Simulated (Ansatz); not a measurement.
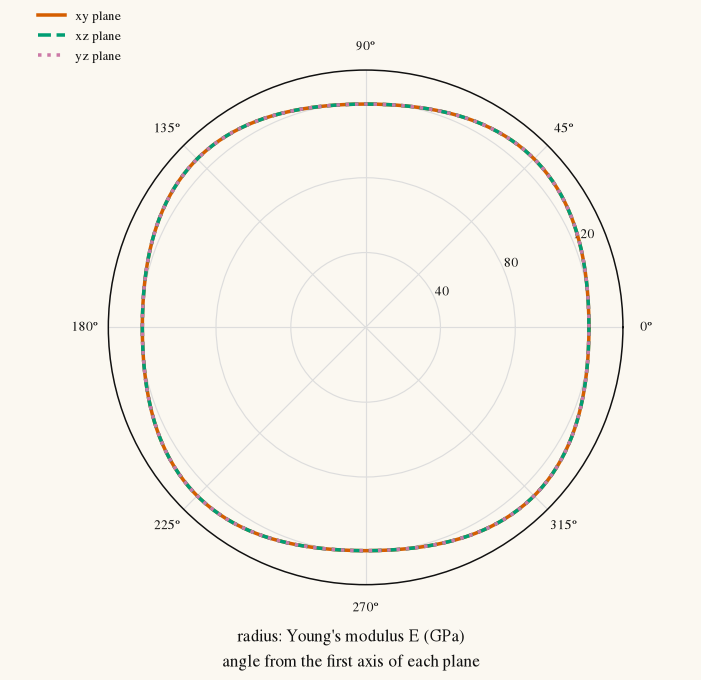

Figure. Young's modulus as a function of direction in the xy, xz and yz planes for MgS, space group Fm-3m (No. 225) (cell built by us, not taken from a database).

Over all directions E runs from 119 to 130 GPa, a ratio of 1.09, so the solid is nearly isotropic. E is 119 GPa along x, y and z alike, and 130 GPa along the body diagonal x + y + z. The Hill averages are K = 74 GPa and G = 52 GPa, Poisson's ratio 0.22; K/G = 1.43.

Method: elastic stress-strain coefficients at zero temperature from small strains of the given cell, Voigt order xx yy zz yz xz xy, Cartesian axes of the cell vectors; plane waves with PAW datasets, Γ-centred k mesh (Ansatz 0.2.0). Level: PBE, no spin polarisation.

- wave cutoff: 420 eV
- k mesh: 8×8×8
- occupations: fixed
- ions: relaxed
- strain amplitude: 0.002

Structure:
```yaml
crystal:
  lattice:
    - [0.00000, 2.61501, 2.61501]
    - [2.61501, 0.00000, 2.61501]
    - [2.61501, 2.61501, 0.00000]
  atoms:
    - { symbol: Mg, position: [0.00000, 0.00000, 0.00000] }
    - { symbol: S, position: [0.50000, 0.50000, 0.50000] }
```
